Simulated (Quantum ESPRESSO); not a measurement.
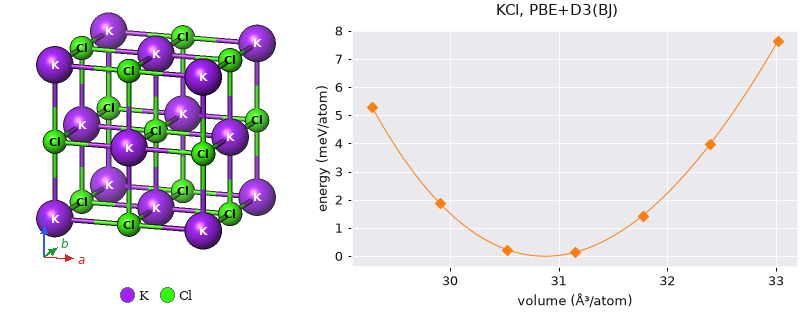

The plot gives the computed energy against volume for KCl, space group Fm-3m (No. 225). The conventional cell is drawn beside the plot.

The given structure:
```yaml
crystal:
  lattice:
    - [0.00000, 3.14647, 3.14647]
    - [3.14647, 0.00000, 3.14647]
    - [3.14647, 3.14647, 0.00000]
  atoms:
    - { symbol: K, position: [0.00000, 0.00000, 0.00000] }
    - { symbol: Cl, position: [0.50000, 0.50000, 0.50000] }
```

How it was computed, with Quantum ESPRESSO 7.5: plane-wave DFT, no spin polarisation; energies at scaled volumes of the given cell, shape and fractions fixed, counted from the fit's minimum, third-order Birch-Murnaghan fit. Level: PBE with D3(BJ).

k mesh 7×7×7; occupations Fermi–Dirac; smearing width 0.05 eV; potentials PseudoDojo 0.4.1 SR PBE standard; wave cutoff 1007 eV; density cutoff 4027 eV.

This calculation gives: equilibrium volume 30.88 Å³/atom and bulk modulus 18.7 GPa.

Now K is replaced by Na on all its sites, which gives NaCl in the same structure. The second calculation uses wave cutoff 1197.301 eV and k mesh 8×8×8. What happens?

The equilibrium volume falls from 30.88 to 21.88 Å³/atom (−29 %) and the bulk modulus rises from 18.7 to 27.3 GPa (+46 %).

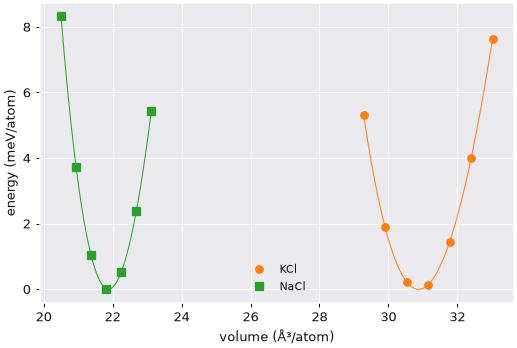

The two results together.

V0 and the bulk modulus come from third-order Birch–Murnaghan fits.
